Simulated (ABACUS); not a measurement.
# Run report: YN, band-structure run

System: YN (2 atoms in the cell).
Method: Kohn-Sham DFT of a periodic cell, LDA, PseudoDojo NC SR 0.4.1 LDA standard, no spin polarisation (ABACUS 3.10.1).

The structure derives from an entry of the Crystallography Open Database. It belongs to a series of runs on one base structure; here: bands on the converged density.

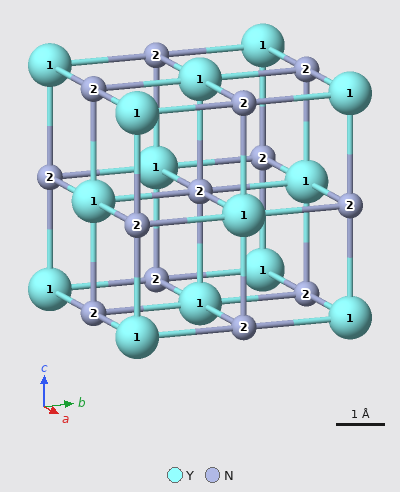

Fig. 1: The input geometry (ball-and-stick view of the cell 4 times as large as that of the calculation, set on its symmetry axes, seen slightly off an axis; atoms are numbered from 1 in the order of the input). An atom can appear more than once, as a periodic image. Near neighbours in the periodic cell (some may lie outside the picture): Y has 6 N at 2.44 Å; N has 6 Y at 2.44 Å.

### Input
```
INPUT_PARAMETERS
suffix              YN
calculation         nscf
basis_type          pw
pseudo_dir          ./
symmetry            -1
dft_functional      pz
ecutwfc             84.0
pseudo_rcut         7
nspin               1
nbands              18
ks_solver           dav
smearing_method     fd
smearing_sigma      0.00367493
scf_thr             1e-08
scf_nmax            100
mixing_type         broyden
mixing_beta         0.7
init_chg            file
pw_diag_thr         1e-07
out_band            1
kpar                4
```

### File STRU
```
ATOMIC_SPECIES
Y 88.9058 Y.upf
N 14.0070 N.upf

LATTICE_CONSTANT
1.8897261246

LATTICE_VECTORS
0.0000000000 2.4385000000 2.4385000000
2.4385000000 0.0000000000 2.4385000000
2.4385000000 2.4385000000 0.0000000000

ATOMIC_POSITIONS
Direct

Y
0.0
1
0.0000000000 0.0000000000 0.0000000000 1 1 1

N
0.0
1
0.5000000000 0.5000000000 0.5000000000 1 1 1
```

### File KPT
```
K_POINTS
12
Line
0.00000000 0.00000000 0.00000000 10 // G
0.50000000 0.00000000 0.50000000 10 // X
0.50000000 0.25000000 0.75000000 10 // W
0.37500000 0.37500000 0.75000000 10 // K
0.00000000 0.00000000 0.00000000 10 // G
0.50000000 0.50000000 0.50000000 10 // L
0.62500000 0.25000000 0.62500000 10 // U
0.50000000 0.25000000 0.75000000 10 // W
0.50000000 0.50000000 0.50000000 10 // L
0.37500000 0.37500000 0.75000000 1 // K
0.62500000 0.25000000 0.62500000 10 // U
0.50000000 0.00000000 0.50000000 1 // X
```

Launch command:
```bash
OMP_NUM_THREADS=1 mpirun -np 4 abacus > log
```

### Output
```
ABACUS v3.10.1

               Atomic-orbital Based Ab-initio Computation at UStc

 ------------------------------------------------------------------------------------

 READING GENERAL INFORMATION
                           global_out_dir = OUT.YN/
                           global_in_card = INPUT
                               pseudo_dir = ./
                              orbital_dir =
                                    DSIZE = 4
                                    GSIZE = 1

 READING UNITCELL INFORMATION
                                    ntype = 2
                  lattice constant (Bohr) = 1.88973
              lattice constant (Angstrom) = 1

 READING ATOM TYPE 1
                               atom label = Y
                      L=0, number of zeta = 1
                      L=1, number of zeta = 1
                      L=2, number of zeta = 1
             number of atom for this type = 1

 READING ATOM TYPE 2
                               atom label = N
                      L=0, number of zeta = 1
                      L=1, number of zeta = 1
                      L=2, number of zeta = 1
             number of atom for this type = 1

                        TOTAL ATOM NUMBER = 2
DIRECT COORDINATES
    atom                   x                   y                   z     mag                  vx                  vy                  vz
taud_Y1            0.0000000000        0.0000000000        0.0000000000  0.0000        0.0000000000        0.0000000000        0.0000000000
taud_N1            0.5000000000        0.5000000000        0.5000000000  0.0000        0.0000000000        0.0000000000        0.0000000000

                          Volume (Bohr^3) = 195.702
                             Volume (A^3) = 29

 Lattice vectors: (Cartesian coordinate: in unit of a_0)
                   +0             +2.4385             +2.4385
              +2.4385                  +0             +2.4385
              +2.4385             +2.4385                  +0
 Reciprocal vectors: (Cartesian coordinate: in unit of 2 pi/a_0)
            -0.205044           +0.205044           +0.205044
            +0.205044           -0.205044           +0.205044
            +0.205044           +0.205044           -0.205044
 The esolver type has been set to : ksdft_pw

                PAO radial cut off (Bohr) = 7

 Read in pseudopotential file is Y.upf
                     pseudopotential type = NC
          exchange-correlation functional = SLAPWNOGXNOGC
                 nonlocal core correction = 1
                        valence electrons = 11
                                     lmax = 2
                           number of zeta = 4
                     number of projectors = 6
                           L of projector = 0
                           L of projector = 0
                           L of projector = 1
                           L of projector = 1
                           L of projector = 2
                           L of projector = 2
 XC functional updated to : pz
          exchange-correlation functional = PZ
                PAO radial cut off (Bohr) = 7

 Read in pseudopotential file is N.upf
                     pseudopotential type = NC
          exchange-correlation functional = SLAPWNOGXNOGC
                 nonlocal core correction = 1
                        valence electrons = 5
                                     lmax = 1
                           number of zeta = 2
                     number of projectors = 4
                           L of projector = 0
                           L of projector = 0
                           L of projector = 1
                           L of projector = 1
 XC functional updated to : pz
          exchange-correlation functional = PZ
     initial pseudo atomic orbital number = 14

 SETUP THE ELECTRONS NUMBER
             electron number of element Y = 11
       total electron number of element Y = 11
             electron number of element N = 5
       total electron number of element N = 5
            AUTOSET number of electrons:  = 16
                           occupied bands = 8
                                   NBANDS = 18
                                   NLOCAL = 18

%%%%%%%%%%%%%%%%%%%%%%%%%%%%%%%%%%%%%%%%%%%%%%%%%%%%%%%%%%%%%%%%%%%%%%%%%%%%%%%%%%%%%%%%%%%%%%%%%%%%%%%%%%
 Warning: the number of valence electrons in pseudopotential > 3 for Y: [Kr] 4d1 5s2
 Pseudopotentials with additional electrons can yield (more) accurate outcomes, but may be less efficient.
 If you're confident that your chosen pseudopotential is appropriate, you can safely ignore this warning.
%%%%%%%%%%%%%%%%%%%%%%%%%%%%%%%%%%%%%%%%%%%%%%%%%%%%%%%%%%%%%%%%%%%%%%%%%%%%%%%%%%%%%%%%%%%%%%%%%%%%%%%%%%

 SETUP THE PLANE WAVE BASIS
 energy cutoff for charge/potential (unit:Ry) = 336
            fft grid for charge/potential = [ 40, 40, 40 ]
                        fft grid division = [ 1, 1, 1 ]
        big fft grid for charge/potential = [ 40, 40, 40 ]
                                     nbxx = 64000
                                     nrxx = 64000

 SETUP PLANE WAVES FOR CHARGE/POTENTIAL
                    number of plane waves = 20179
                         number of sticks = 967

 PARALLEL PW FOR CHARGE/POTENTIAL
     PROC   COLUMNS(POT)             PW
        1            967          20179
 --------------- sum -------------------
        1            967          20179
                            number of |g| = 243
                                  max |g| = 30.271
                                  min |g| = 0

----------- Double Check Mixing Parameters Begin ------------
mixing_type: broyden
mixing_beta: 0.7
mixing_gg0: 1
mixing_gg0_min: 0.1
mixing_ndim: 8
----------- Double Check Mixing Parameters End ------------

 SETUP K-POINTS
                                    nspin = 1
                                   nkstot = 102
K-POINTS DIRECT COORDINATES
 KPOINTS    DIRECT_X    DIRECT_Y    DIRECT_Z  WEIGHT
       1  0.00000000  0.00000000  0.00000000  1.0000
       2  0.05000000  0.00000000  0.05000000  1.0000
       3  0.10000000  0.00000000  0.10000000  1.0000
       4  0.15000000  0.00000000  0.15000000  1.0000
       5  0.20000000  0.00000000  0.20000000  1.0000
       6  0.25000000  0.00000000  0.25000000  1.0000
       7  0.30000000  0.00000000  0.30000000  1.0000
       8  0.35000000  0.00000000  0.35000000  1.0000
       9  0.40000000  0.00000000  0.40000000  1.0000
      10  0.45000000  0.00000000  0.45000000  1.0000
      11  0.50000000  0.00000000  0.50000000  1.0000
      12  0.50000000  0.02500000  0.52500000  1.0000
      13  0.50000000  0.05000000  0.55000000  1.0000
      14  0.50000000  0.07500000  0.57500000  1.0000
      15  0.50000000  0.10000000  0.60000000  1.0000
      16  0.50000000  0.12500000  0.62500000  1.0000
      17  0.50000000  0.15000000  0.65000000  1.0000
      18  0.50000000  0.17500000  0.67500000  1.0000
      19  0.50000000  0.20000000  0.70000000  1.0000
      20  0.50000000  0.22500000  0.72500000  1.0000
      21  0.50000000  0.25000000  0.75000000  1.0000
      22  0.48750000  0.26250000  0.75000000  1.0000
      23  0.47500000  0.27500000  0.75000000  1.0000
      24  0.46250000  0.28750000  0.75000000  1.0000
      25  0.45000000  0.30000000  0.75000000  1.0000
      26  0.43750000  0.31250000  0.75000000  1.0000
      27  0.42500000  0.32500000  0.75000000  1.0000
      28  0.41250000  0.33750000  0.75000000  1.0000
      29  0.40000000  0.35000000  0.75000000  1.0000
      30  0.38750000  0.36250000  0.75000000  1.0000
[... 72 further k points ...]

           k-point number in this process = 26
       minimum distributed K point number = 25

[... K-POINTS CARTESIAN COORDINATES: 26 rows ...]

[... K-POINTS DIRECT COORDINATES: 26 rows ...]

 SETUP PLANE WAVES FOR WAVE FUNCTIONS
     energy cutoff for wavefunc (unit:Ry) = 84
              fft grid for wave functions = [ 40, 40, 40 ]
                    number of plane waves = 3287
                         number of sticks = 295

 PARALLEL PW FOR WAVE FUNCTIONS
     PROC   COLUMNS(POT)             PW
        1            295           3287
 --------------- sum -------------------
        1            295           3287

 SETUP NONLOCAL PSEUDOPOTENTIALS IN PLANE WAVE BASIS
 Y non-local projectors:
 projector 1 L=0
 projector 2 L=0
 projector 3 L=1
 projector 4 L=1
 projector 5 L=2
 projector 6 L=2
 N non-local projectors:
 projector 1 L=0
 projector 2 L=0
 projector 3 L=1
 projector 4 L=1
      TOTAL NUMBER OF NONLOCAL PROJECTORS = 26

 Init Non-Local PseudoPotential table :
 Init Non-Local-Pseudopotential done.

                                     npwx = 2637

 Make real space PAO into reciprocal space.
       max mesh points in Pseudopotential = 701
     dq(describe PAO in reciprocal space) = 0.01
                                    max q = 1104

 number of pseudo atomic orbitals for Y is 4
WARNING: norm of atomic wavefunction # 3 of atomic type Y is 0.994166, renormalized
WARNING: norm of atomic wavefunction # 4 of atomic type Y is 0.983153, renormalized

 number of pseudo atomic orbitals for N is 2
WARNING: norm of atomic wavefunction # 1 of atomic type N is 0.999999, renormalized
WARNING: norm of atomic wavefunction # 2 of atomic type N is 0.999911, renormalized

 -------------------------------------------
 NONSELF-CONSISTENT
 -------------------------------------------
                                 init_chg = file
 try to read charge from file
 Read in the charge density: OUT.YN//YN-CHARGE-DENSITY.restart

 PW ALGORITHM --------------- ION=   1  ELEC=   1--------------------------------
 k(1/102) Iter steps (avg)=25 threshold=1e-07
 k(2/102) Iter steps (avg)=29 threshold=1e-07
 k(3/102) Iter steps (avg)=17 threshold=1e-07
 k(4/102) Iter steps (avg)=12 threshold=1e-07
 k(5/102) Iter steps (avg)=10 threshold=1e-07
 k(6/102) Iter steps (avg)=12 threshold=1e-07
 k(7/102) Iter steps (avg)=13 threshold=1e-07
 k(8/102) Iter steps (avg)=15 threshold=1e-07
 k(9/102) Iter steps (avg)=18 threshold=1e-07
 k(10/102) Iter steps (avg)=21 threshold=1e-07
 k(11/102) Iter steps (avg)=13 threshold=1e-07
 k(12/102) Iter steps (avg)=25 threshold=1e-07
 k(13/102) Iter steps (avg)=21 threshold=1e-07
 k(14/102) Iter steps (avg)=15 threshold=1e-07
 k(15/102) Iter steps (avg)=14 threshold=1e-07
 k(16/102) Iter steps (avg)=18 threshold=1e-07
 k(17/102) Iter steps (avg)=18 threshold=1e-07
 k(18/102) Iter steps (avg)=18 threshold=1e-07
 k(19/102) Iter steps (avg)=19 threshold=1e-07
 k(20/102) Iter steps (avg)=20 threshold=1e-07
 k(21/102) Iter steps (avg)=11 threshold=1e-07
 k(22/102) Iter steps (avg)=22 threshold=1e-07
 k(23/102) Iter steps (avg)=20 threshold=1e-07
 k(24/102) Iter steps (avg)=18 threshold=1e-07
 k(25/102) Iter steps (avg)=17 threshold=1e-07
 k(26/102) Iter steps (avg)=16 threshold=1e-07
[... levels at 26 k points of this process ...]

 Density error is 0.00000000000
                          Error Threshold = 1.00000000000e-07
----------------------------------------------------------
     Energy           Rydberg                 eV
----------------------------------------------------------
 E_KohnSham     -102.6506193804      -1396.6333268028
 E_KS(sigma->0) -102.6503766310      -1396.6300240283
 E_Harris       -102.6506193804      -1396.6333268028
 E_band         -3.5039585944        -47.6738024400
 E_one_elec     -7.4629737164        -101.5389665672
 E_Hartree      12.4685568589        169.6434191184
 E_xc           -22.0172795484       -299.5604563172
 E_Ewald        -85.6384374758       -1165.1707174877
 E_entropy(-TS) -0.0004854987        -0.0066055491
 E_descf        0.0000000000         0.0000000000
 E_exx          0.0000000000         0.0000000000
 E_Fermi        0.8846445957         12.0362072063
----------------------------------------------------------

 charge density convergence is achieved
 final etot is -1396.6333268 eV
 EFERMI = 12.036207206 eV

 STATE ENERGY(eV) AND OCCUPATIONS    NSPIN == 1
 1/26 kpoint (Cartesian) = 0.0000 0.0000 0.0000 (2637 pws)
       1       -28.6517      0.0196078
       2       -8.33662      0.0196078
       3       -8.33662      0.0196078
       4       -8.33662      0.0196078
       5      -0.729958      0.0196078
       6        11.9632      0.0159147
       7        11.9632      0.0159147
       8        11.9632      0.0159147
       9        15.0314    1.88984e-28
      10        15.0314    1.88984e-28
      11        15.0314    1.88984e-28
      12        16.1695    2.45976e-38
      13        17.0857    2.71047e-46
      14        17.0857    2.71047e-46
      15        22.7958        0.00000
      16        35.5781        0.00000
      17        35.5781        0.00000
      18        35.5781        0.00000

 2/26 kpoint (Cartesian) = 0.0000 0.020504 0.0000 (2585 pws)
       1       -28.6476      0.0196078
       2       -8.37025      0.0196078
       3       -8.34519      0.0196078
       4       -8.34519      0.0196078
       5      -0.668436      0.0196078
       6        11.6172      0.0196034
       7        11.9029      0.0183323
       8        11.9029      0.0183323
       9        14.9085    2.20683e-27
      10        15.1994    6.56476e-30
      11        15.1994    6.56476e-30
      12        16.3267    1.06187e-39
      13        17.1208    1.34286e-46
      14        17.4311    2.71253e-49
      15        23.0224        0.00000
      16        34.6013        0.00000
      17        34.6013        0.00000
      18        35.6086        0.00000

 3/26 kpoint (Cartesian) = 0.0000 0.041009 0.0000 (2573 pws)
       1       -28.6358      0.0196078
       2       -8.46323      0.0196078
       3       -8.37001      0.0196078
       4       -8.37001      0.0196078
       5      -0.502619      0.0196078
       6        10.8777      0.0196078
       7        11.7637      0.0195241
       8        11.7637      0.0195241
       9        14.5819    1.51513e-24
      10        15.6548    7.27576e-34
      11        15.6548    7.27576e-34
      12        16.5650    9.03070e-42
      13        17.2245    1.68939e-47
      14        18.3924    1.21020e-57
      15        23.6579        0.00000
      16        33.2235        0.00000
      17        33.2235        0.00000
      18        34.9622        0.00000

 4/26 kpoint (Cartesian) = 0.0000 0.061513 0.0000 (2569 pws)
       1       -28.6173      0.0196078
       2       -8.59569      0.0196078
       3       -8.40853      0.0196078
       4       -8.40853      0.0196078
       5      -0.283958      0.0196078
       6        10.1295      0.0196078
       7        11.6167      0.0196034
       8        11.6167      0.0196034
       9        14.1402    1.04030e-20
      10        16.3037    1.68016e-39
      11        16.3037    1.68016e-39
      12        16.8289    4.60475e-44
      13        17.3914    5.99705e-49
      14        19.6092    3.26916e-68
      15        24.6065        0.00000
      16        31.8689        0.00000
      17        31.8689        0.00000
      18        33.2779        0.00000

 5/26 kpoint (Cartesian) = 0.0000 0.082018 0.0000 (2573 pws)
       1       -28.5941      0.0196078
       2       -8.74398      0.0196078
       3       -8.45683      0.0196078
       4       -8.45683      0.0196078
       5     -0.0826289      0.0196078
       6        9.57274      0.0196078
       7        11.5073      0.0196073
       8        11.5073      0.0196073
       9        13.6640    1.42472e-16
      10        17.0608    4.46184e-46
      11        17.0608    4.46184e-46
      12        17.1545    6.85281e-47
      13        17.6122    7.24674e-51
      14        20.7780    2.30064e-78
      15        25.7729        0.00000
      16        30.6430        0.00000
      17        30.6430        0.00000
      18        31.3672        0.00000

 6/26 kpoint (Cartesian) = 0.0000 0.10252 0.0000 (2557 pws)
       1       -28.5683      0.0196078
       2       -8.88751      0.0196078
       3       -8.51005      0.0196078
       4       -8.51005      0.0196078
       5      0.0365258      0.0196078
       6        9.30306      0.0196078
       7        11.4515      0.0196077
       8        11.4515      0.0196077
       9        13.2082    1.29726e-12
      10        17.5465    2.69339e-50
      11        17.8488    6.37476e-53
      12        17.8488    6.37476e-53
      13        17.8725    3.97165e-53
      14        21.6869    2.93574e-86
      15        27.0765        0.00000
      16        29.4563        0.00000
      17        29.6201        0.00000
      18        29.6201        0.00000

[... levels at 20 further k points ...]

 --------------------------------------------
 !FINAL_ETOT_IS -1396.633326802800 eV
 --------------------------------------------

 Output bands in file: OUT.YN/BANDS_1.dat
```

### Standard output
```
ABACUS v3.10.1

               Atomic-orbital Based Ab-initio Computation at UStc

 dft_functional readin is: pz
 dft_functional in pseudopot file is: SLAPWNOGXNOGC
 Please make sure this is what you need
 dft_functional readin is: pz
 dft_functional in pseudopot file is: SLAPWNOGXNOGC
 Please make sure this is what you need

%%%%%%%%%%%%%%%%%%%%%%%%%%%%%%%%%%%%%%%%%%%%%%%%%%%%%%%%%%%%%%%%%%%%%%%%%%%%%%%%%%%%%%%%%%%%%%%%%%%%%%%%%
 Warning: the number of valence electrons in pseudopotential > 3 for Y: [Kr] 4d1 5s2
 Pseudopotentials with additional electrons can yield (more) accurate outcomes, but may be less efficient.
 If you're confident that your chosen pseudopotential is appropriate, you can safely ignore this warning.
%%%%%%%%%%%%%%%%%%%%%%%%%%%%%%%%%%%%%%%%%%%%%%%%%%%%%%%%%%%%%%%%%%%%%%%%%%%%%%%%%%%%%%%%%%%%%%%%%%%%%%%%%

 UNIFORM GRID DIM        : 40 * 40 * 40
 UNIFORM GRID DIM(BIG)   : 40 * 40 * 40
 ---------------------------------------------------------
 ---------------------------------------------------------
 SPIN    KPOINTS         PROCESSORS  THREADS
 1       102             4           4
 ---------------------------------------------------------
 Use plane wave basis
 ---------------------------------------------------------
 ELEMENT NATOM       XC
 Y       1
 N       1
 ---------------------------------------------------------
 Initial plane wave basis and FFT box
 ---------------------------------------------------------
 -------------------------------------------
 NONSELF-CONSISTENT :
 -------------------------------------------
 START CHARGE      : file
 ITER       ETOT/eV          EDIFF/eV         DRHO     TIME/s
 DA1     -1.39663333e+03   0.00000000e+00   0.0000e+00   5.71
```

### Summary

```json
{"quantity": "outcome", "value": "converged"}
{"quantity": "space group (tolerance 0.01 Å)", "value": "Fm-3m (225)"}
{"quantity": "electrons treated", "value": "16"}
{"quantity": "Fermi energy", "value": "12.033 eV"}
{"quantity": "gap on the band path", "value": "0.08 eV"}
{"quantity": "hardware", "value": "4 threads of AMD EPYC (Zen 3), 32 GiB of memory available, shared host"}
{"quantity": "wall time", "value": "7.2 s (CPU time 25 s)"}
{"quantity": "peak memory", "value": "0.36 GiB"}
```
